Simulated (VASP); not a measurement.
## Geometry relaxation of MgO

MgO (Fm-3m, 2 atoms in the cell), computed with Kohn-Sham DFT of a periodic cell, LDA, VASP PAW LDA potentials, recommended, no spin polarisation (VASP 6.6.1).

The structure derives from an entry of the Crystallography Open Database.

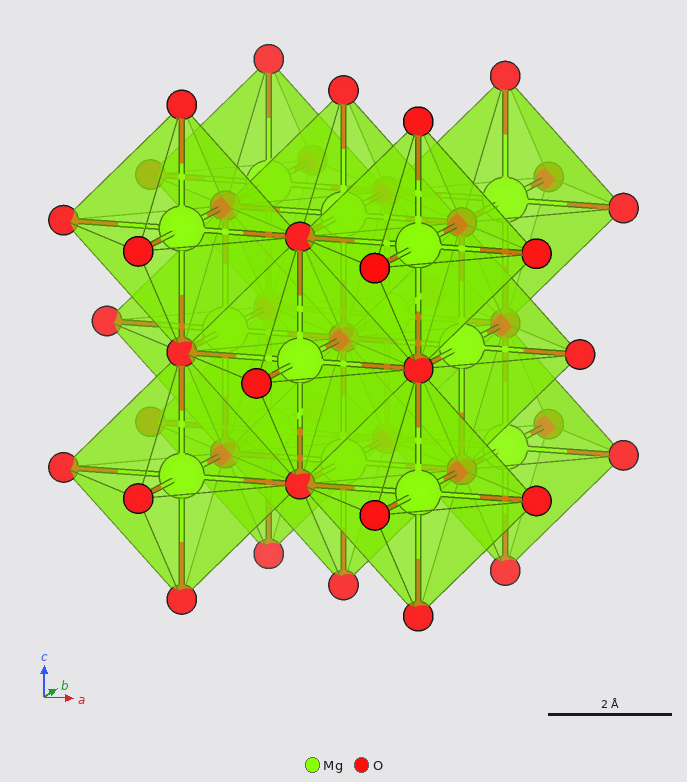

Figure 1. The structure as given in the input (polyhedral view of the cell 4 times as large as that of the calculation, set on its symmetry axes, seen slightly off an axis; polyhedra are completed across the faces of the cell).

## INCAR
```
  PREC = Accurate
  ENCUT = 600
  EDIFF = 1E-7
  ISMEAR = 0
  SIGMA = 0.03
  LREAL = F
  LASPH = T
  NELM = 80
  ALGO = Normal
  ISIF = 2
  LWAVE = F
  LCHARG = F
  GGA = CA
  IBRION = 2
  NSW = 40
  EDIFFG = -0.01
```

## KPOINTS
```
regular mesh
0
Gamma
  12 12 12
```

## POSCAR
```
MgO                                     
1.0
    0.0000000000      2.0577314900      2.0577314900
    2.0577314900      0.0000000000      2.0577314900
    2.0577314900      2.0577314900      0.0000000000
  Mg              O             
     1     1
Direct
     0.0000000000000000    0.0000000000000000    0.0000000000000000
     0.5000000000000000    0.5000000000000000    0.5000000000000000
```

Hardware: 1 thread of AMD EPYC (Zen 3), 64 GiB of memory available, shared host.

Command:
```bash
cat potpaw_LDA.64/Mg/POTCAR potpaw_LDA.64/O/POTCAR > POTCAR
mpirun -np 1 vasp_std > vasp.out
```

## OSZICAR
```
N       E                     dE             d eps       ncg     rms          rms(c)
DAV:   1     0.128300624959E+02    0.12830E+02   -0.54160E+03  1384   0.101E+03
DAV:   2    -0.146808797336E+02   -0.27511E+02   -0.25632E+02  1336   0.147E+02
DAV:   3    -0.150393016741E+02   -0.35842E+00   -0.35842E+00  1528   0.187E+01
DAV:   4    -0.150397125320E+02   -0.41086E-03   -0.41086E-03  1504   0.572E-01
DAV:   5    -0.150397128223E+02   -0.29029E-06   -0.29029E-06  1576   0.116E-02    0.713E+00
DAV:   6    -0.135070222587E+02    0.15327E+01   -0.96446E+00  1152   0.222E+01    0.220E+00
DAV:   7    -0.134670679227E+02    0.39954E-01   -0.39713E-02  1192   0.255E+00    0.126E+00
DAV:   8    -0.134436910355E+02    0.23377E-01   -0.22487E-02  1200   0.207E+00    0.127E-01
DAV:   9    -0.134436190786E+02    0.71957E-04   -0.17114E-04  1712   0.136E-01    0.748E-02
DAV:  10    -0.134436006102E+02    0.18468E-04   -0.28433E-05  1200   0.681E-02    0.722E-03
DAV:  11    -0.134435998492E+02    0.76101E-06   -0.30919E-06  1408   0.118E-02    0.227E-03
DAV:  12    -0.134435998173E+02    0.31829E-07   -0.19275E-07   768   0.349E-03
   1 F= -.13443600E+02 E0= -.13443600E+02  d E =-.134436E+02
```

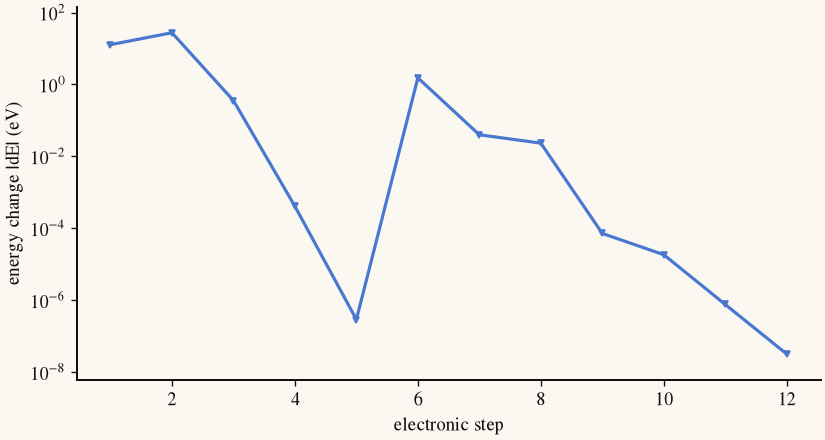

Figure 2. Convergence of the self-consistent field: energy change |dE| against the electronic step. It takes 12 electronic steps. The density is held fixed in the first few steps, and dE rises again when its update begins.

## Parts of OUTCAR
```
PREC = Accurate
   ENCUT = 600
   EDIFF = 1E-7
   ISMEAR = 0
   LREAL = F
   LASPH = T
   NELM = 80
   ISIF = 2
   GGA = CA
   IBRION = 2
   NSW = 40
   EDIFFG = -0.01

 ion  position               nearest neighbor table
   1  0.000  0.000  0.000-   2 2.06   2 2.06   2 2.06   2 2.06   2 2.06   2 2.06
   2  0.500  0.500  0.500-   1 2.06   1 2.06   1 2.06   1 2.06   1 2.06   1 2.06

  LATTYP: Found a face centered cubic cell.
 ALAT       =     4.1154629800

  Lattice vectors:

 A1 = (   0.0000000000,   2.0577314900,   2.0577314900)
 A2 = (   2.0577314900,   0.0000000000,   2.0577314900)
 A3 = (   2.0577314900,   2.0577314900,   0.0000000000)

Analysis of symmetry for initial positions (statically):
=====================================================================
 Subroutine PRICEL returns:
 Original cell was already a primitive cell.

 Routine SETGRP: Setting up the symmetry group for a
 face centered cubic supercell.

 Subroutine GETGRP returns: Found 48 space group operations
 (whereof 48 operations were pure point group operations)
 out of a pool of 48 trial point group operations.

The static configuration has the point symmetry O_h .

Analysis of symmetry for dynamics (positions and initial velocities):
=====================================================================
 Subroutine PRICEL returns:
 Original cell was already a primitive cell.

 Routine SETGRP: Setting up the symmetry group for a
 face centered cubic supercell.

 Subroutine GETGRP returns: Found 48 space group operations
 (whereof 48 operations were pure point group operations)
 out of a pool of 48 trial point group operations.

The dynamic configuration has the point symmetry O_h .

 Subroutine INISYM returns: Found 48 space group operations
 (whereof 48 operations are pure point group operations),
 and found     1 'primitive' translations

----------------------------------------------------------------------------------------

                                     Primitive cell

  volume of cell :      17.4259

  direct lattice vectors                    reciprocal lattice vectors
     0.000000000  2.057731490  2.057731490    -0.242986027  0.242986027  0.242986027
     2.057731490  0.000000000  2.057731490     0.242986027 -0.242986027  0.242986027
     2.057731490  2.057731490  0.000000000     0.242986027  0.242986027 -0.242986027

  length of vectors
     2.910071781  2.910071781  2.910071781     0.420864145  0.420864145  0.420864145

  position of ions in fractional coordinates (direct lattice)
     0.000000000  0.000000000  0.000000000
     0.500000000  0.500000000  0.500000000

  ion indices of the primitive-cell ions
   primitive index   ion index
                 1           1
                 2           2

----------------------------------------------------------------------------------------

 KPOINTS: regular mesh

Automatic generation of k-mesh.
 Grid dimensions read from file:
 generate k-points for:   12   12   12

 Generating k-lattice:

  Cartesian coordinates                     Fractional coordinates (reciprocal lattice)
    -0.020248836  0.020248836  0.020248836     0.083333333  0.000000000  0.000000000
     0.020248836 -0.020248836  0.020248836     0.000000000  0.083333333  0.000000000
     0.020248836  0.020248836 -0.020248836     0.000000000  0.000000000  0.083333333

  Length of vectors
     0.035072012  0.035072012  0.035072012

  Shift w.r.t. Gamma in fractional coordinates (k-lattice)
     0.000000000  0.000000000  0.000000000

 Subroutine IBZKPT returns following result:
 ===========================================

 Found     72 irreducible k-points:

 Following reciprocal coordinates:
            Coordinates               Weight
  0.000000  0.000000  0.000000      1.000000
  0.083333  0.000000  0.000000      8.000000
  0.166667  0.000000  0.000000      8.000000
  0.250000  0.000000  0.000000      8.000000
  0.333333  0.000000  0.000000      8.000000
  0.416667  0.000000  0.000000      8.000000
  0.500000  0.000000  0.000000      4.000000
  0.083333  0.083333  0.000000      6.000000
  0.166667  0.083333  0.000000     24.000000
  0.250000  0.083333  0.000000     24.000000
  0.333333  0.083333  0.000000     24.000000
  0.416667  0.083333  0.000000     24.000000
  0.500000  0.083333  0.000000     24.000000
 -0.416667  0.083333  0.000000     24.000000
 -0.333333  0.083333  0.000000     24.000000
 -0.250000  0.083333  0.000000     24.000000
 -0.166667  0.083333  0.000000     24.000000
 -0.083333  0.083333  0.000000     12.000000
  0.166667  0.166667  0.000000      6.000000
  0.250000  0.166667  0.000000     24.000000
  0.333333  0.166667  0.000000     24.000000
  0.416667  0.166667  0.000000     24.000000
  0.500000  0.166667  0.000000     24.000000
 -0.416667  0.166667  0.000000     24.000000
 [... further k-points ...]
   k-points           NKPTS =     72   k-points in BZ     NKDIM =     72   number of bands    NBANDS=      8
   number of dos      NEDOS =    301   number of ions     NIONS =      2
   total plane-waves  NPLWV =  13824
   dimension x,y,z NGX =    24 NGY =   24 NGZ =   24
   dimension x,y,z NGXF=    48 NGYF=   48 NGZF=   48
   ions per type =               1   1
   NGX,Y,Z   is equivalent  to a cutoff of  13.71, 13.71, 13.71 a.u.
   NGXF,Y,Z  is equivalent  to a cutoff of  27.42, 27.42, 27.42 a.u.
 SYSTEM =  unknown system
   PREC   = accura    normal or accurate (medium, high low for compatibility)
   ISTART =      0    job   : 0-new  1-cont  2-samecut
   ICHARG =      2    charge: 1-file 2-atom 10-const
   ISPIN  =      1    spin polarized calculation?
   LNONCOLLINEAR =      F non collinear calculations
   LSORBIT =      F    spin-orbit coupling
   LASPH  =      T    aspherical Exc in radial PAW
   ENCUT  =  600.0 eV  44.10 Ry    6.64 a.u.   5.81  5.81  5.81*2*pi/ulx,y,z
   NELM   =     80;   NELMIN=  2; NELMDL= -5     # of ELM steps
   EDIFF  = 0.1E-06   stopping-criterion for ELM
   LREAL  =      F    real-space projection
   EDIFFG = -.1E-01   stopping-criterion for IOM
   NSW    =     40    number of steps for IOM
   IBRION =      2    ionic relax: 0-MD 1-quasi-New 2-CG
   NFREE  =      1    steps in history (QN), initial steepest desc. (CG)
   ISIF   =      2    stress and relaxation
   ISYM   =      2    0-nonsym 1-usesym 2-fastsym
   POTIM  = 0.5000    time-step for ionic-motion
   TEBEG  =    0.0;   TEEND  =   0.0 temperature during run
   PSTRESS=    0.0 pullay stress
   NELECT =       8.0000    total number of electrons
   NUPDOWN=      -1.0000    fix difference up-down
   EMIN   =  10.00;   EMAX   =-10.00  energy-range for DOS
   EFERMI =   0.00;   METHOD = LEGACY
   ISMEAR =     0;   SIGMA  =   0.03  broadening in eV -4-tet -1-fermi 0-gaus
   EFERMI_NEDOS =   21; number of points for ismear=-14 and -15
   IALGO  =     38    algorithm
   IMIX   =      4    mixing-type and parameters
     AMIX     =   0.40;   BMIX     =  1.00
     AMIX_MAG =   1.60;   BMIX_MAG =  1.00
  volume/ion in A,a.u.               =       8.71        58.80
  Fermi-wavevector in a.u.,A,eV,Ry     =   1.262911  2.386556 21.700538  1.594945
  Thomas-Fermi vector in A             =   2.396295
   LORBIT       =      0    0 simple, 1 ext, 2 COOP (PROOUT), +10 PAW based schemes
   GGA     = CA    functional components
   LHFCALC =     F    Hartree Fock is set to
   AEXX    =    0.0000 exact exchange contribution
   IVDW    =     0    specifies the selected vdW correction
   LEPSILON=     F    determine dielectric tensor
   LRPA    =     F    only Hartree local field effects (RPA)
 conjugate gradient relaxation of ions
 non-spin polarized calculation
 Gauss-broadening in eV      SIGMA  =   0.03
  energy-cutoff  :      600.00
  volume of cell :       17.43
 maximum number of plane-waves:       604
   NGX = 11   NGY = 11   NGZ = 11

 number of electron       7.9999997 magnetization

 Free energy of the ion-electron system (eV)
  ---------------------------------------------------
  ext. energy  EPLUGINS =         0.00000000
  ---------------------------------------------------
  free energy    TOTEN  =       -13.44359982 eV

  energy without entropy =      -13.44359982  energy(sigma->0) =      -13.44359982

 E-fermi :   3.6548     XC(G=0): -11.9317     alpha+bet :-14.1061

 val. band max:        3.4273652210   @ k =   0.0000   0.0000   0.0000
 cond. band min:       8.7945022658   @ k =   0.0000   0.0000   0.0000
 fundamental gap:      5.3671370448
 Fermi energy:         3.6547617329

 k-point     1 :       0.0000    0.0000    0.0000
  band No.  band energies     occupation
      1     -13.9543      2.00000
      2       3.4274      2.00000
      3       3.4274      2.00000
      4       3.4274      2.00000
      5       8.7945      0.00000
      6      19.3317      0.00000
      7      19.3317      0.00000
      8      19.3317      0.00000

 k-point     2 :       0.0833    0.0000    0.0000
  band No.  band energies     occupation
      1     -13.8680      2.00000
      2       2.9429      2.00000
      3       3.3723      2.00000
      4       3.3723      2.00000
      5       9.2390      0.00000
      6      18.3762      0.00000
      7      19.5204      0.00000
      8      19.5204      0.00000

 k-point     3 :       0.1667    0.0000    0.0000
  band No.  band energies     occupation
      1     -13.6227      2.00000
      2       1.8450      2.00000
      3       3.2261      2.00000
      4       3.2261      2.00000
      5      10.1844      0.00000
      6      17.0237      0.00000
      7      19.9796      0.00000
      8      19.9796      0.00000

 k-point     4 :       0.2500    0.0000    0.0000
  band No.  band energies     occupation
      1     -13.2613      2.00000
      2       0.5976      2.00000
      3       3.0349      2.00000
      4       3.0349      2.00000
      5      11.0597      0.00000
      6      16.2202      0.00000
      7      20.3577      0.00000
      8      20.3577      0.00000

 k-point     5 :       0.3333    0.0000    0.0000
  band No.  band energies     occupation
      1     -12.8622      2.00000
      2      -0.5216      2.00000
      3       2.8521      2.00000
      4       2.8521      2.00000
      5      11.5147      0.00000
      6      16.1362      0.00000
      7      20.3656      0.00000
      8      20.3656      0.00000

 [... the levels of 18 k-points are left out ...]

 k-point    24 :      -0.4167    0.1667    0.0000
  band No.  band energies     occupation
      1     -12.3128      2.00000
      2      -1.1565      2.00000
      3       1.6783      2.00000
      4       2.5410      2.00000
      5      12.7983      0.00000
      6      16.2843      0.00000
      7      18.0799      0.00000
      8      20.8530      0.00000

 [... further k-points ...]

------------------------ aborting loop because EDIFF is reached ----------------------------------------

  FORCE on cell =-STRESS in cart. coord.  units (eV):
  Direction    XX          YY          ZZ          XY          YZ          ZX
  --------------------------------------------------------------------------------------
  -------------------------------------------------------------------------------------
  Total        0.4203553      0.4203553      0.4203553     -0.0000000      0.0000000      0.0000000
  in kB       38.6483543     38.6483543     38.6483543     -0.0000000      0.0000000      0.0000000
  external PRESSURE =      38.6483543 kB  Pullay stress =       0.0000000 kB

 VOLUME and BASIS-vectors are now :
 -----------------------------------------------------------------------------
  energy-cutoff  :      600.00
  volume of cell :       17.43
      direct lattice vectors                 reciprocal lattice vectors
     0.000000000  2.057731490  2.057731490    -0.242986027  0.242986027  0.242986027
     2.057731490  0.000000000  2.057731490     0.242986027 -0.242986027  0.242986027
     2.057731490  2.057731490  0.000000000     0.242986027  0.242986027 -0.242986027

 POSITION                                       TOTAL-FORCE (eV/Angst)
 -----------------------------------------------------------------------------------
      0.00000      0.00000      0.00000        -0.000000     -0.000000      0.000000
      2.05773      2.05773      2.05773         0.000000      0.000000     -0.000000
 -----------------------------------------------------------------------------------
    total drift:                               -0.000000     -0.000000      0.000000

  FREE ENERGIE OF THE ION-ELECTRON SYSTEM (eV)
  ---------------------------------------------------
  free  energy   TOTEN  =       -13.4435998173 eV

  energy  without entropy=      -13.4435998173  energy(sigma->0) =      -13.44359982

 reached required accuracy - stopping structural energy minimisation
```

## CONTCAR
```
MgO
   1.00000000000000
     0.0000000000000000    2.0577314900000001    2.0577314900000001
     2.0577314900000001    0.0000000000000000    2.0577314900000001
     2.0577314900000001    2.0577314900000001    0.0000000000000000
  Mg              O
     1     1
Direct
     0.0000000000000000    0.0000000000000000    0.0000000000000000
     0.5000000000000000    0.5000000000000000    0.5000000000000000

  0.00000000E+00  0.00000000E+00  0.00000000E+00
  0.00000000E+00  0.00000000E+00  0.00000000E+00
```

## Results in brief

| quantity | value |
| --- | --- |
| outcome | converged |
| space group (tolerance 0.01 Å) | Fm-3m (225) |
| electrons treated | 8 |
| free energy | −13.4436 eV |
| Fermi energy | 3.655 eV |
| gap on the k-point mesh | 5.37 eV |
| pressure | 3.86 GPa |
| final volume | 17.43 Å³ |
| largest force (length of the vector) | under 0.001 eV/Å |
| wall time | 19 s |
| peak memory | 0.1 GiB |
